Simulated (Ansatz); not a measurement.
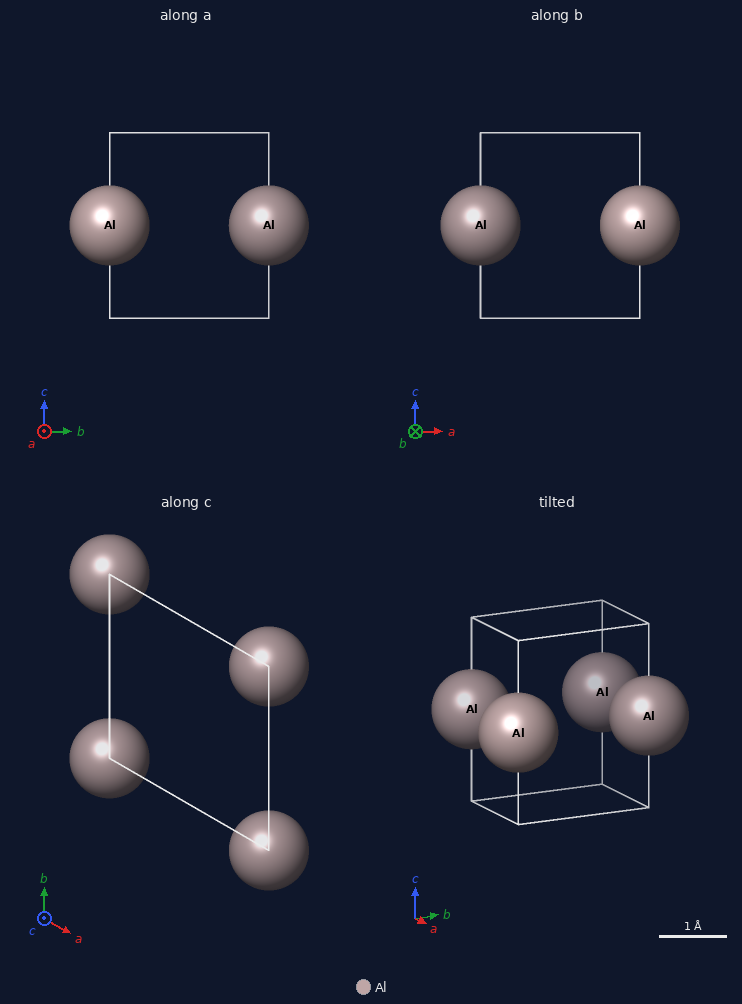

Spheres-only representation of a periodic structure, projected along the a axis, along the b axis, along the c axis and slightly off an axis. The wireframe shows the unit cell.

Lattice parameters: a = 2.782 Å, b = 2.780 Å, c = 2.804 Å, α = 90.00°, β = 90.00°, γ = 120.03°. Put a along x and b in the xy plane.

**Give the atomic positions as a POSCAR file.**

```
Al
1.0
     2.782    0.000    0.000
    -1.391    2.407    0.000
     0.000    0.000    2.804
Al
1
Direct
  0.0000 0.0000 0.5000
```

The starting point was a structure type filled with this element by a generator (whether the element takes this form wasn't checked). The picture shows the end point of a geometry optimisation with Ansatz 0.2.0, DFT PBE, scalar-relativistic, plane waves, PAW.
